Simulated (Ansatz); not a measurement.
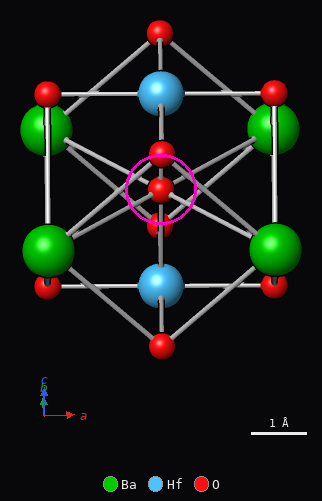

Perfect BaHfO₃. Style: ball-and-stick. Shown: the atoms within 3.8 Å of one point, from a free direction.

The calculation used Ansatz 0.2.0, DFT, PBEsol, PAW, plane waves. Set-up: plane-wave cutoff 420 eV; k-point mesh 1 × 1 × 1; mesh shifted by (0.25, 0.25, 0.25); no spin polarisation. Fermi-Dirac smearing of 0.01 eV. A uniform background neutralises the charged cell. The axes drawn are those of the host's conventional cell.

An oxygen atom is taken out (a vacancy) at the ringed place, in charge state +2. The supercell has 40 sites, and the atoms are relaxed at the host's cell.

### How do the neighbours respond?

Around the empty O site the host had 2 Hf at 2.08 Å; after relaxation the nearest atoms are 2 Hf at 2.22 Å. Of the host's atoms, an oxygen atom moves furthest from its site, by 0.17 Å.

The relaxed defect, seen from the same direction:

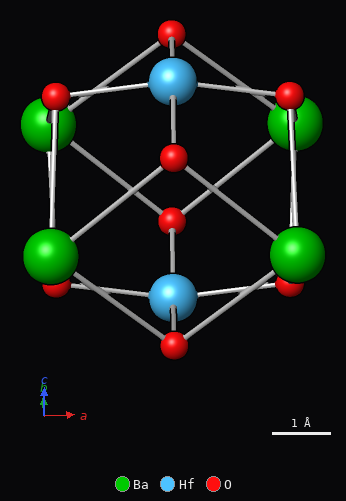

Limits of the set-up: the periodic images lie only 8.3 Å apart, so the values are limited by the cell's size; the cell is charged, on a uniform background, and energies carry no finite-size correction.
